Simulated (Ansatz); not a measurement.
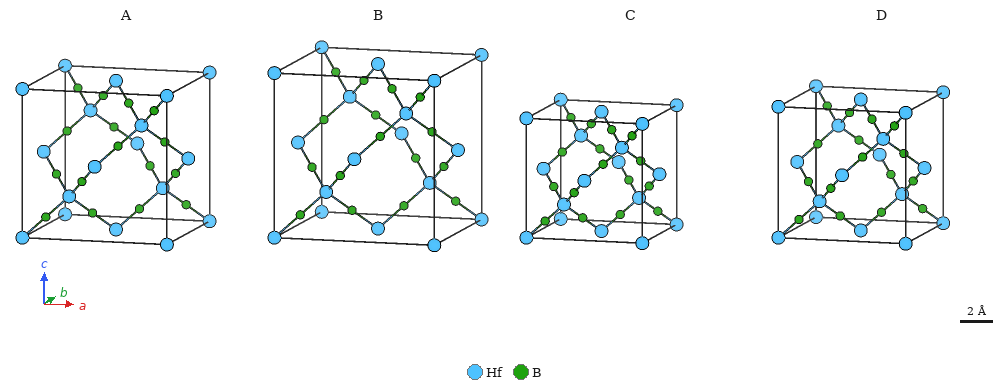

4 geometries from one relaxation of solid HfB₂ (a generated structure, set up in Fd-3m) (coarse preliminary run), in shuffled order. A ball-and-stick model of the conventional cell (4 times the calculation's cell), seen slightly off an axis. Lengths and directions refer to the drawn axes.

Theory: Ansatz, DFT PBE, scalar-relativistic, plane waves, PAW. (plane-wave cutoff 420 eV; k-point mesh 4 × 4 × 4; occupations gaussian; smearing width 0.1 eV; no spin polarisation; cell and atoms relaxed; force threshold 0.04 eV/Å; at most 70 steps)

**Order the frames from highest to lowest energy.**

C, D, A, B. They are steps 0, 2, 5, 12, at +3810 meV per atom, +1829 meV per atom, +547 meV per atom relative to the last. No atom moves by more than 0.005 Å relative to the cell. The volume changes by +162.5 %, with a = b = c 7.689 → 10.606 Å (+37.9 %). Near-neighbour distances that change, for instance: Hf–Hf 3.329 → 4.593 Å, B–Hf 1.665 → 2.296 Å. The space group stays Fd-3m (No. 227). After 10 accepted moves (12 points after the start) the energy has fallen by 3810 meV per atom. All forces vanish by symmetry, so only the cell relaxes. Pressure: 78.20 GPa at the start and 0.17 GPa at the end. The SCF was repeated twice at an unchanged geometry on a basis and grid sized afresh for the cell, which shifted the energy by 297 meV per atom at most. Cost: 48 s on 1 thread of Arm Neoverse V2, with other jobs on the host, peak memory 0.52 GiB.
